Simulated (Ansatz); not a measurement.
Sn₃H (slab)

```
CELL_PARAMETERS angstrom
3.23465 0.00000 0.00000
-1.61733 3.00604 0.00000
0.00000 0.00000 24.45316
ATOMIC_POSITIONS crystal
Sn 0.28947 0.57894 0.34760
Sn 0.59397 0.18793 0.45208
Sn 0.75786 0.51572 0.58371
H 0.28762 0.57523 0.53337
```

Computed without spin polarisation.

Computed with Ansatz, DFT PBEsol, scalar-relativistic, plane waves, PAW.

The density is the valence pseudo-density of a PAW calculation; it isn't the true density close to the nuclei.

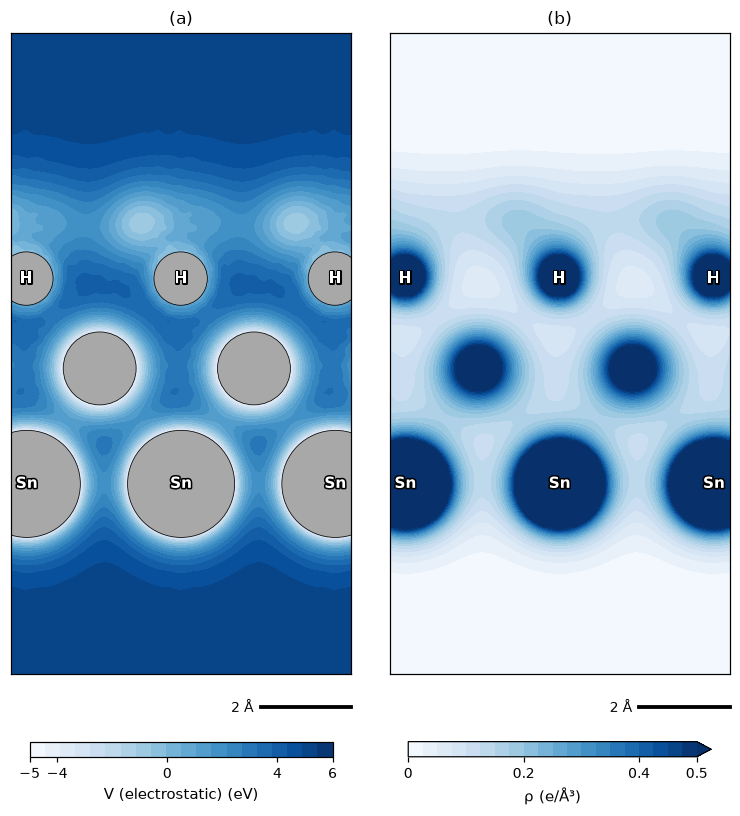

Figure 1. (a) electrostatic potential energy of an electron; (b) valence charge density (pseudo) on the (100) plane of the calculation cell, a cut from vacuum to vacuum. Grey discs cover the atomic cores in the potential map.

> What do the fields say about this system?

The plane passes through Sn and H nuclei.
Atoms just off the plane (Sn, 0.9 Å away) can leave unmarked features too.
The density dies away to nearly zero in the vacuum.
Outside the cores the potential energy rises away from the atoms and is highest in the vacuum; its zero is arbitrary.

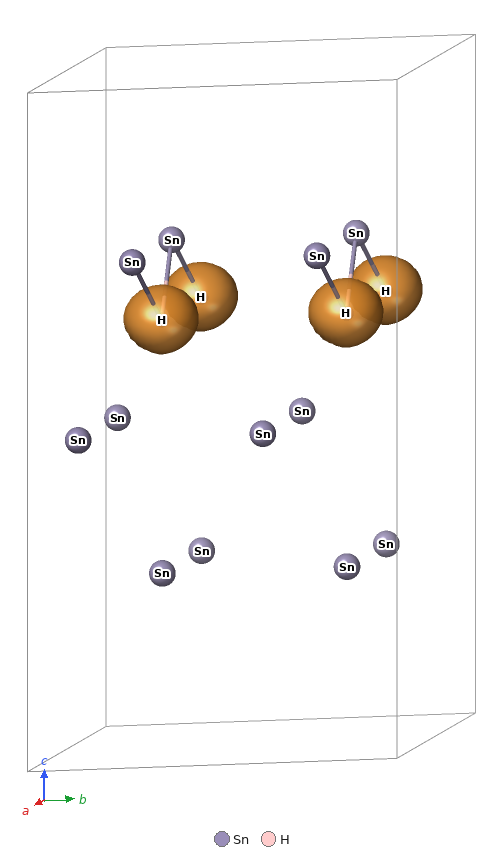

Figure 2. Isosurface of the ELF at 0.8 (orange), seen slightly off an axis. Only the valence region is drawn (cores and ρ < 0.01 e/Å³ removed). Sticks mark near contacts.

> Identify the bonds, lone pairs and shells in this picture.

At this value the surface marks out one region around a hydrogen nucleus, counted in one cell of 4 atoms. Counts are for one cell; the picture repeats the cell along the surface. Profiles from the grid: Sn–H (2.04 Å): the ELF climbs to about 1 towards the hydrogen.

> Does the calculation give a band gap?

It is gapless in this calculation (a metal or semimetal).
